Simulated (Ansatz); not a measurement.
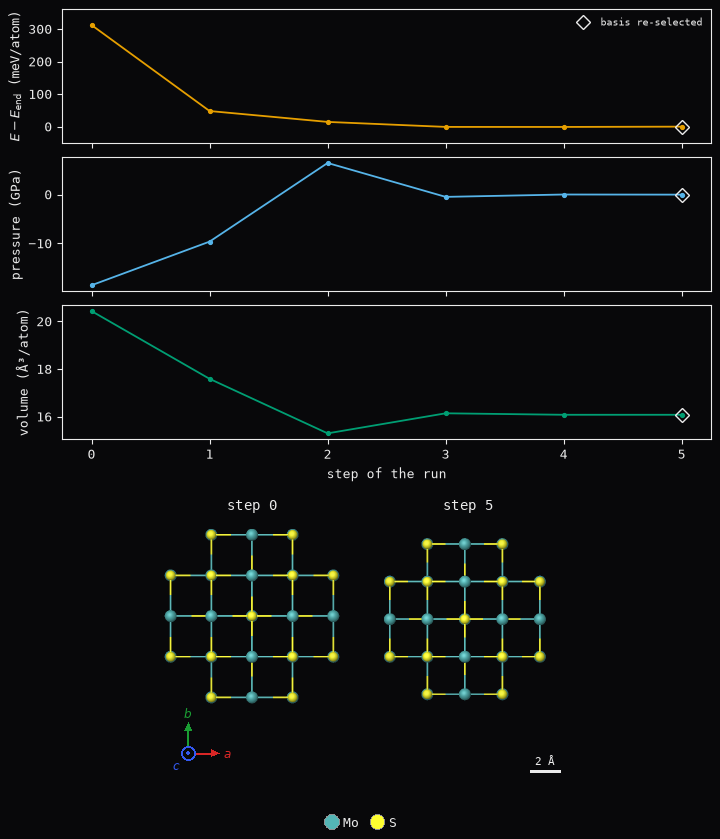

First and last geometry of a relaxation of crystalline MoS (built on the rock salt type), with the history of the run. The picture is a ball-and-stick view of the conventional cell (4 times the calculation's cell), seen along the c axis. Lengths and directions refer to the drawn axes.

Case: no spin polarisation.

Computed with Ansatz, DFT r2SCAN+U, scalar-relativistic, plane waves, PAW. Settings: plane-wave cutoff 500 eV; k-point mesh 14 × 14 × 14; occupations gaussian; smearing width 0.1 eV; U Mo 4.38 eV; no spin polarisation; cell and atoms relaxed; force threshold 0.01 eV/Å; at most 60 steps.

What do the curves and the structures tell?

Answer. It converged. The atoms keep their places relative to the cell (all moves are under 0.005 Å). The drawn cell changes as follows: a = b = c 5.468 → 5.048 Å (−7.7 %); the volume changes by −21.3 %. Near-neighbour distances that change, for instance: Mo–S 2.734 → 2.524 Å. The space group stays Fm-3m (No. 225). Over 4 accepted moves (5 points after the start) the energy falls by 312 meV per atom. All forces vanish by symmetry, so only the cell relaxes. Pressure: −18.52 GPa at the start and −0.03 GPa at the end. At 1 point the geometry stayed and the basis and grid were re-selected for the new cell (energy shift of 0.9 meV per atom at most each time).

```json
{"step": "0", "E − E(0), meV/atom": "0.00", "pressure, GPa": "-18.52", "volume, Å³/atom": "20.435", "note": ""}
{"step": "1", "E − E(0), meV/atom": "-264.34", "pressure, GPa": "-9.62", "volume, Å³/atom": "17.589", "note": ""}
{"step": "2", "E − E(0), meV/atom": "-297.80", "pressure, GPa": "6.44", "volume, Å³/atom": "15.300", "note": ""}
{"step": "3", "E − E(0), meV/atom": "-313.17", "pressure, GPa": "-0.49", "volume, Å³/atom": "16.142", "note": ""}
{"step": "4", "E − E(0), meV/atom": "-313.29", "pressure, GPa": "0.00", "volume, Å³/atom": "16.080", "note": ""}
{"step": "5", "E − E(0), meV/atom": "-312.36", "pressure, GPa": "-0.03", "volume, Å³/atom": "16.080", "note": "same geometry, new basis"}
```
